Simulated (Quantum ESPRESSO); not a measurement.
# O on top sites of RuAl(110): a series in the coverage, part 5 of 10

Wanted: a table for O on top sites of RuAl(110) against the coverage, and what can be fitted to it.

Quantum ESPRESSO 7.5; plane-wave DFT, PBE, GBRV ultrasoft pseudopotentials.

So far. Step 2 (Relaxing cell and ions of the reference):  The last row is no step: it is a fresh SCF in the final cell with a new plane-wave basis, -0 meV from the row before. Step 5 (Relaxing the ions, 0 ML): The relaxation lowers the energy by 2 meV an atom. On the free atoms the largest force ends at 0.023 eV/Å.

The structure was built from a prototype and need not be the compound's stable phase.

## (6) SCF with pw.x, 0 ML

A run under open boundaries on these atoms gives the vacuum levels.

The input, m0.esm.in:

```
&control
  prefix = 'm0.esm'
  outdir = './out'
  pseudo_dir = './pseudo'
  calculation = 'scf'
  tprnfor = .true.
/
&system
  ibrav = 0
  nat = 6
  ntyp = 2
  ecutwfc = 40
  ecutrho = 200
  occupations = 'smearing'
  smearing = 'mv'
  degauss = 0.02
  assume_isolated = 'esm'
  esm_bc = 'bc1'
/
&electrons
  conv_thr = 1e-07
  mixing_beta = 0.25
  electron_maxstep = 160
  mixing_mode = 'local-TF'
  mixing_ndim = 12
/
ATOMIC_SPECIES
  Ru  101.0700  ru_pbe_v1.2.uspp.F.UPF
  Al  26.9815  al_pbe_v1.uspp.F.UPF
CELL_PARAMETERS angstrom
  3.00398291400000 0.00000000000000 0.00000000000000
  0.00000000000000 4.24680729700000 0.00000000000000
  0.00000000000000 0.00000000000000 18.30742513426320
ATOMIC_POSITIONS crystal
  Ru  0.000000000000 0.000000000000 -0.113794240900
  Al  0.500000000000 0.500000000000 -0.115208069200
  Ru  0.000000000000 0.500000000000 -0.000000000000
  Al  0.500000000000 0.000000000000 -0.000000000000
  Ru  0.000000000000 0.000000000000 0.113794240900
  Al  0.500000000000 0.500000000000 0.115208069200
K_POINTS automatic
  8 5 1 0 0 0
```

Run with:

```console
OMP_NUM_THREADS=1 mpirun -n 16 pw.x -nk 2 -in m0.esm.in > m0.esm.out
```

What it wrote:

```text
[banner, memory and clock lines left out]
Program PWSCF v.7.5 starts
[citation notice left out]

[...]
Message from routine setup:
[...]
bravais-lattice index     =            0
     lattice parameter (alat)  =       5.6767  a.u.
     unit-cell volume          =    1576.1004 (a.u.)^3
     number of atoms/cell      =            6
     number of atomic types    =            2
     number of electrons       =        57.00
     number of Kohn-Sham states=           35
     kinetic-energy cutoff     =      40.0000  Ry
     charge density cutoff     =     200.0000  Ry
     scf convergence threshold =      1.0E-07
     mixing beta               =       0.2500
     number of iterations used =           12  local-TF  mixing
     Exchange-correlation= SLA  PW   PBE  PBE
                           (   1   4   3   4   0   0   0)

     Effective Screening Medium Method
     Boundary Conditions: Vacuum-Slab-Vacuum
     total charge in unit cell        =   0.0000
     grid points for fit at edges     =        4

[...]
PseudoPot. # 1 for Ru read from file:
     ./pseudo/ru_pbe_v1.2.uspp.F.UPF
     Pseudo is Ultrasoft + core correction, Zval = 16.0
     Generated by new atomic code, or converted to UPF format
     Using radial grid of  967 points,  6 beta functions with:
                l(1) =   0
                l(2) =   0
                l(3) =   1
                l(4) =   1
                l(5) =   2
                l(6) =   2
     Q(r) pseudized with  8 coefficients,  rinner =    1.300   1.300   1.300
                                                       1.300   1.300

     PseudoPot. # 2 for Al read from file:
     ./pseudo/al_pbe_v1.uspp.F.UPF
     Pseudo is Ultrasoft + core correction, Zval =  3.0
     Generated by new atomic code, or converted to UPF format
     Using radial grid of  893 points,  3 beta functions with:
                l(1) =   0
                l(2) =   1
                l(3) =   2
     Q(r) pseudized with  8 coefficients,  rinner =    0.900   0.900   0.900
                                                       0.900   0.900

     atomic species   valence    mass     pseudopotential
     Ru               16.00   101.07000     Ru( 1.00)
     Al                3.00    26.98150     Al( 1.00)

      8 Sym. Ops., with inversion, found

[...]
number of k points=    15  Marzari-Vanderbilt smearing, width (Ry)=  0.0200
[...]
Dense  grid:    75167 G-vectors     FFT dimensions: (  25,  40, 160)

     Smooth grid:    53873 G-vectors     FFT dimensions: (  24,  36, 144)

     Initial potential from superposition of free atoms

     starting charge      53.9926, renormalised to      57.0000

     negative rho (up, down):  2.345E-01 0.000E+00
     Starting wfcs are   51 randomized atomic wfcs

     per-process dynamical memory:    18.7 Mb

     Self-consistent Calculation

     iteration #  1     ecut=    40.00 Ry     beta= 0.25
     Davidson diagonalization with overlap
     ethr =  1.00E-02,  avg # of iterations =  5.0

     negative rho (up, down):  2.276E-01 0.000E+00

     total energy              =    -603.30696587 Ry
     estimated scf accuracy    <       6.66573420 Ry

     iteration #  2     ecut=    40.00 Ry     beta= 0.25
[...]
negative rho (up, down):  2.321E-01 0.000E+00

[...]
total energy              =    -601.09145577 Ry
     estimated scf accuracy    <       4.21591230 Ry

     iteration #  3     ecut=    40.00 Ry     beta= 0.25
[...]
negative rho (up, down):  2.276E-01 0.000E+00

[...]
total energy              =    -602.39530302 Ry
     estimated scf accuracy    <       1.68925974 Ry

     iteration #  4     ecut=    40.00 Ry     beta= 0.25
[...]
negative rho (up, down):  2.289E-01 0.000E+00

[...]
total energy              =    -602.83102570 Ry
     estimated scf accuracy    <       0.08311155 Ry

     iteration #  5     ecut=    40.00 Ry     beta= 0.25
[...]
c_bands:  1 eigenvalues not converged
[...]
negative rho (up, down):  2.301E-01 0.000E+00

[...]
total energy              =    -603.00624345 Ry
     estimated scf accuracy    <       0.22080133 Ry

     iteration #  6     ecut=    40.00 Ry     beta= 0.25
[...]
negative rho (up, down):  2.326E-01 0.000E+00

[...]
total energy              =    -602.85256924 Ry
     estimated scf accuracy    <       0.35869522 Ry

[...]
iteration # 23     ecut=    40.00 Ry     beta= 0.25
[...]
c_bands:  1 eigenvalues not converged
[...]
negative rho (up, down):  2.282E-01 0.000E+00

[...]
total energy              =    -602.91332556 Ry
     estimated scf accuracy    <       0.00000303 Ry

     iteration # 24     ecut=    40.00 Ry     beta= 0.25
[...]
negative rho (up, down):  2.282E-01 0.000E+00

[...]
total energy              =    -602.91331864 Ry
     estimated scf accuracy    <       0.00000138 Ry

     iteration # 25     ecut=    40.00 Ry     beta= 0.25
[...]
negative rho (up, down):  2.282E-01 0.000E+00

[...]
total energy              =    -602.91329932 Ry
     estimated scf accuracy    <       0.00000050 Ry

     iteration # 26     ecut=    40.00 Ry     beta= 0.25
[...]
negative rho (up, down):  2.282E-01 0.000E+00

[...]
End of self-consistent calculation

          k = 0.0000 0.0000 0.0000 (  6691 PWs)   bands (ev):

   -76.6624 -76.4502 -76.4496 -46.7447 -46.7194 -46.6029 -46.4995 -46.4768
   -46.4452 -46.4289 -46.4132 -46.4123 -13.6543 -11.7685 -10.5592  -8.2468
    -7.9542  -7.6685  -7.6555  -7.0090  -6.0080  -5.8406  -5.7405  -5.7276
    -5.3063  -5.0722  -5.0315  -4.8782  -4.7832  -4.6799  -4.5650  -4.3874
    -1.6872  -0.5334   0.2953

          k = 0.0000 0.1415 0.0000 (  6732 PWs)   bands (ev):

   -76.6622 -76.4502 -76.4498 -46.7502 -46.7213 -46.6025 -46.4914 -46.4862
   -46.4350 -46.4342 -46.4131 -46.4126 -13.2875 -11.4154 -10.3470  -8.7002
    -8.2697  -7.8243  -7.5121  -6.9664  -6.2650  -5.8984  -5.8625  -5.8624
    -5.7119  -5.1889  -5.1264  -5.0017  -4.5550  -4.5307  -4.4995  -4.3505
    -2.3427  -1.0830  -0.2239

[...]
the Fermi energy is    -4.7170 ev

!    total energy              =    -602.91329416 Ry
     estimated scf accuracy    <       0.00000006 Ry
     smearing contrib. (-TS)   =       0.00266017 Ry
     internal energy E=F+TS    =    -602.91595433 Ry

     The total energy is F=E-TS. E is the sum of the following terms:
     one-electron contribution =    3209.91788152 Ry
     hartree contribution      =   -1616.82766672 Ry
     xc contribution           =     -90.84307468 Ry
     ewald contribution        =   -2105.16309445 Ry

     convergence has been achieved in  26 iterations

     negative rho (up, down):  2.282E-01 0.000E+00

     Forces acting on atoms (cartesian axes, Ry/au):

     atom    1 type  1   force =     0.00000000    0.00000000   -0.00029052
     atom    2 type  2   force =     0.00000000    0.00000000    0.00090994
     atom    3 type  1   force =     0.00000000    0.00000000    0.00000000
     atom    4 type  2   force =     0.00000000    0.00000000    0.00000000
     atom    5 type  1   force =     0.00000000    0.00000000    0.00029052
     atom    6 type  2   force =     0.00000000    0.00000000   -0.00090994

     Total force =     0.001351     Total SCF correction =     0.000337
     SCF correction compared to forces is large: reduce conv_thr to get better values

[...]
```

Wall time 21 s (16 MPI ranks of Arm Neoverse V1, shared host); peak memory 1.1 GiB; 5.7 min of CPU time.

Read from the output:

- free energy: -8203.0533 eV
- Fermi energy: -4.717 eV
- vacuum line at the lower end of the cell, over the Fermi level: 4.717 eV
- vacuum line at the upper end of the cell, over the Fermi level: 4.717 eV

Electrostatic potential energy of an electron; zero at the Fermi level. Potential energy, planar mean against z:

| z (Å) | potential energy, planar mean (eV) |
| --- | --- |
| -9 | 4.72 |
| -8 | 4.72 |
| -7 | 4.72 |
| -6 | 4.71 |
| -5 | 4.68 |
| -4 | 4.25 |
| -3 | -0.982 |
| -2 | -29.8 |
| -1 | -1.62 |
| 0 | -31.4 |
| 1 | -1.62 |
| 2 | -29.8 |
| 3 | -0.982 |
| 4 | 4.25 |
| 5 | 4.68 |
| 6 | 4.71 |
| 7 | 4.72 |
| 8 | 4.72 |
| 9 | 4.72 |

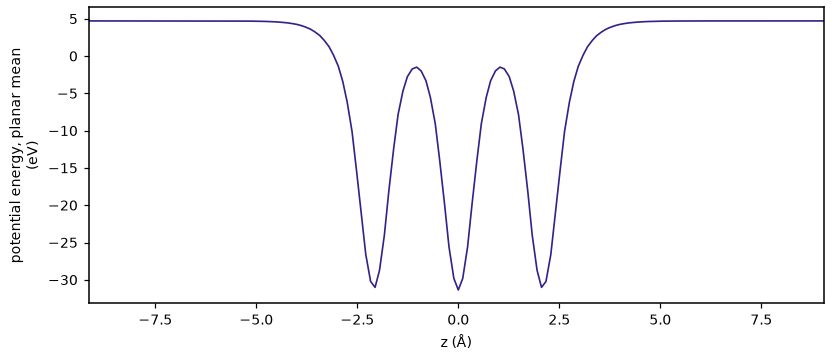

Potential energy, planar mean against z.

The vacuum levels are read from the outermost 0.7 Å of the cell on either side.

Inside the slab this potential holds the local part of the pseudopotentials, which can be repulsive at the nuclei; only its value in the vacuum has a meaning of its own.

[end of part 5 of 10]

[Logs are printed without paths, hosts, clocks, repeated set-up lines and the standing remarks that a program may print on its own settings, such as how far it seeks lower states.]

[Hosts, paths, dates, database ids (printed as entryN), source tags and the programs' standing remarks are cut or masked in the printed files.]

[Maps of the electrostatic potential energy from Ansatz leave out the sawtooth potential of an applied field or a dipole correction, so their vacuum need not be flat; planar profiles and work functions include it.]
